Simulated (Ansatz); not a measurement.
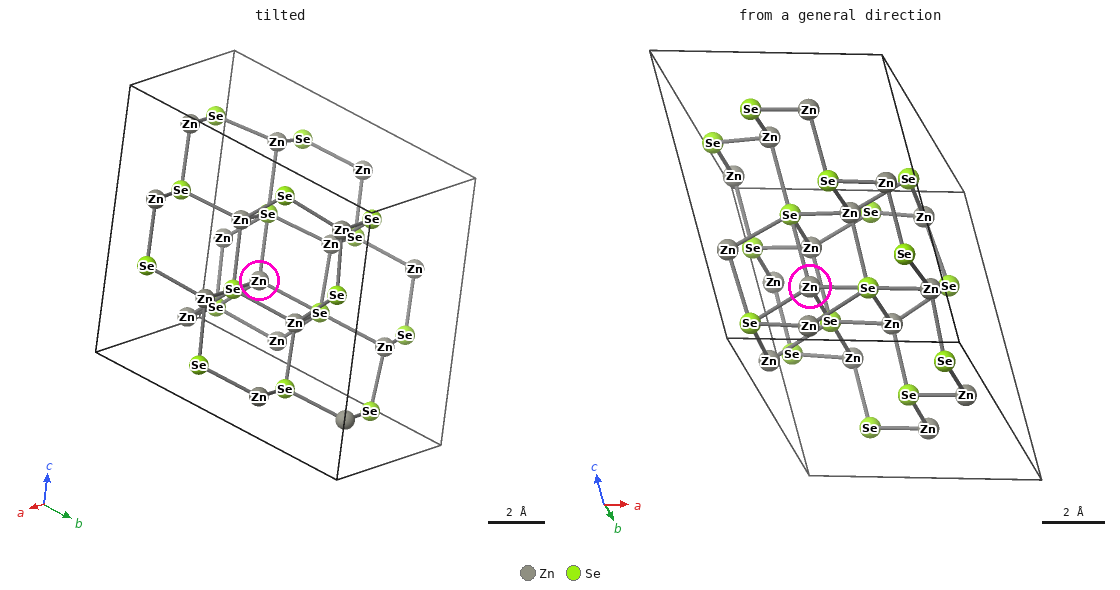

Ball-and-stick representation of a periodic structure, projected slightly off an axis and from a general direction. The frame is the supercell; atoms at its boundary are shown with their periodic copies. The host is ZnSe, in a cell of 32 sites, and the cell carries a charge of +2. A ring marks the defect's site.

**Where does the cell differ from the host, and how?**

An interstitial zinc atom. It is bonded to four Se in a tetrahedral arrangement at about 2.5 Å.

The atoms were relaxed in the host's cell with DFT PBE, scalar-relativistic, plane waves, PAW (Ansatz 0.2.0).
